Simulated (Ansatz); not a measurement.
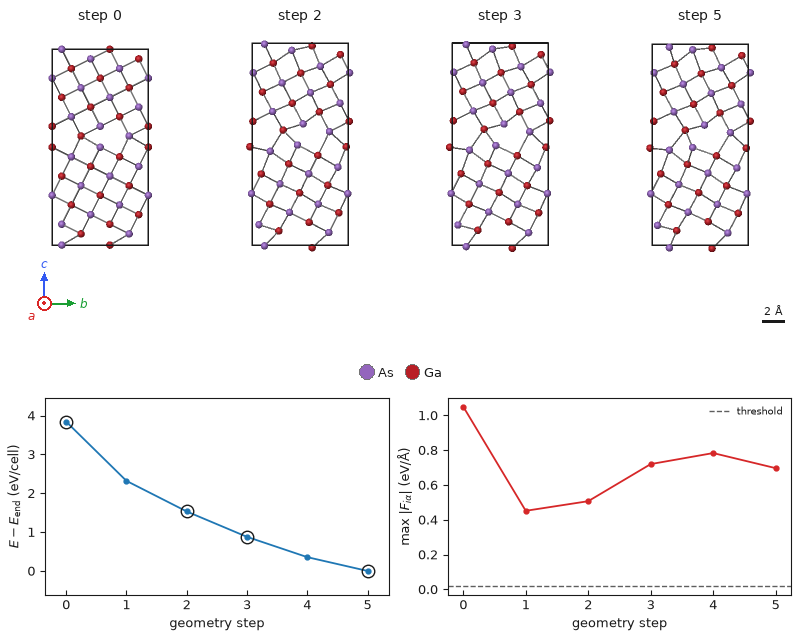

Frames of a relaxation of an interface cell of composition GaAs, marked on the history of the run. A ball-and-stick model of the cell of the calculation (origin shifted), seen along the a axis.

Case: symmetric tilt boundary Sigma 5 (3 1 0), mirror on a plane, shift [0.5, 0].

All numbers below come from DFT PBE, scalar-relativistic, plane waves, PAW (Ansatz). (plane-wave cutoff 420 eV; k-point mesh 6 × 4 × 2; occupations gaussian; smearing width 0.05 eV; no spin polarisation; cell relaxed at fixed a, b, alpha, beta, gamma; force threshold 0.02 eV/Å; at most 60 steps)

What happens along the run?

Answer. The run was cut off at its time limit before the relaxation converged, so the last structure is only a point on the way. The largest moves relative to the cell, 0.86 Å, are those of As atoms. By element the largest moves are As 0.86 Å, Ga 0.50 Å. The volume changes by +2.5 %, with a unchanged at 5.745 Å, b unchanged at 9.084 Å, c 18.469 → 18.931 Å (+2.5 %). Near-neighbour distances that change, for instance: As–As 2.924 → 3.846 Å, As–As 4.063 → 3.259 Å, As–As 3.015 → 3.387 Å, As–Ga 2.599 → 2.817 Å. Bond angles that change, for instance: Ga–As–Ga 176.9° → 130.6°, As–Ga–As 176.9° → 148.5°, As–Ga–As 109.5° → 136.0°. After 5 geometry steps the energy has fallen by 3.842 eV per cell of the calculation. The largest force component goes from 1 to 0.7 eV/Å. Pressure: 1.32 GPa at the start and −0.64 GPa at the end. Cost: 31 min on 4 threads of Intel(R) Xeon(R) Platinum 8259CL CPU @ 2.50GHz (Skylake/Cascade Lake) (shared host), peak memory 8.5 GiB. From step 0 to 2: As atoms move most (0.34 Å), volume +3.1 %, energy −2.311 eV per cell of the calculation. From step 2 to 3: As atoms move most (0.20 Å), volume +0.1 %, energy −0.653 eV per cell of the calculation. From step 3 to 5: As atoms move most (0.40 Å), volume −0.7 %, energy −0.877 eV per cell of the calculation.

```csv
step,"E − E(0), meV/atom","largest force component, eV/Å","pressure, GPa","volume, Å³/atom"
0,0.00,1.0498,1.32,24.098
1,-38.09,0.4515,-0.19,24.781
2,-57.78,0.5067,-0.53,24.839
3,-74.12,0.7199,-0.76,24.868
4,-87.17,0.7833,-0.78,24.814
5,-96.05,0.6967,-0.64,24.701
```
